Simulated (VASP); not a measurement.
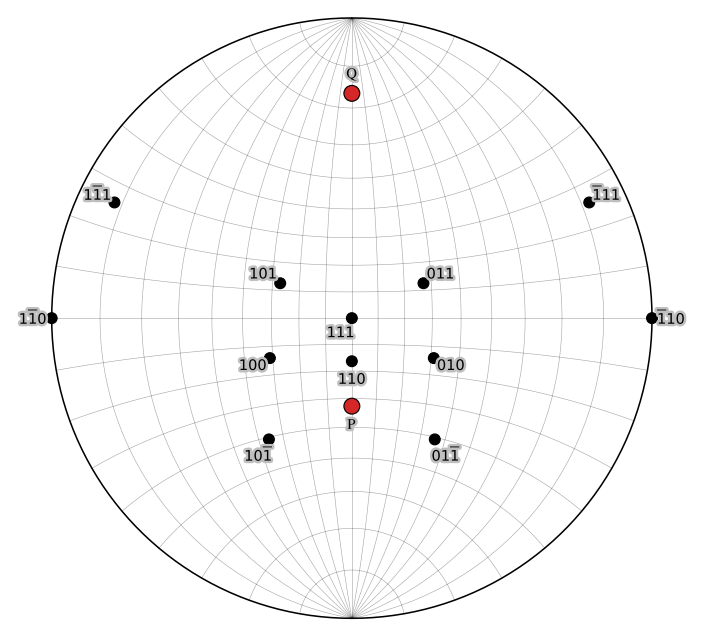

Crystal: SiO₂, coordinates from a relaxation with VASP Kohn-Sham DFT of a periodic cell, LDA, VASP PAW LDA potentials, recommended (VASP 6.6.1). Stereographic projection of plane normals (upper hemisphere) centred on (1 1 1). The drawing is computed from the coordinates (standard cell, symmetry found to 0.002 Å).

a = 5.011 Å, b = 5.011 Å, c = 8.545 Å, α = 90.00°, β = 90.00°, γ = 120.00°.

Index the poles marked P, Q.

P is (1 1 −1), in four indices (1 1 −2 −1), 32.7° from the centre; Q is (0 0 1), in four indices (0 0 0 1), 73.7° from the centre.

What is the angle between the normals of (1 0 1) and (1 −1 1), and what are their d_hkl = 1/|g|?

53.0°; d = 3.869 Å and 3.869 Å.
